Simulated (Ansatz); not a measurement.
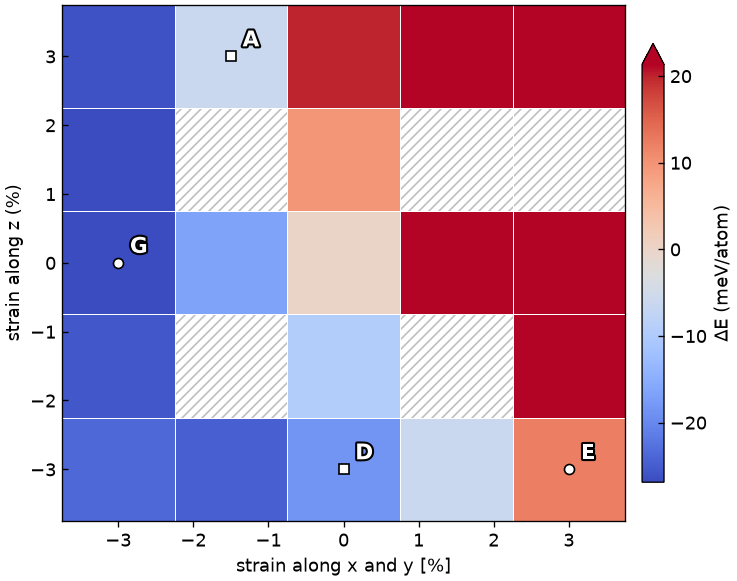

S (Fm-3m, No. 225; 1 atom in the cell). The cell is strained homogeneously, by one strain along x and y and another along z, with fractional coordinates fixed (x, y and z along the cube axes). First axis: strain along x and y. Second axis: strain along z. Grid: 5 × 5 points. At 5 points there is no value. Points are written as (first, second). All energies are given in meV/atom relative to the unstrained cell. The reference cell is the one listed in the database, not relaxed at this level. These are results of Ansatz 0.2.0, DFT LDA, scalar-relativistic, plane waves, PAW, not measurements. Settings: cutoff 420 eV, k-mesh 20×20×20, gaussian smearing 0.15 eV, no spin polarisation.

The picture shows one coloured cell a grid point, one colour for all values above the top of the scale, hatched blanks where no value was computed, lettered points.

Rank the lettered points by energy, lowest first.

G (−27 meV/atom), D (−18 meV/atom), A (−6 meV/atom), E (12 meV/atom).
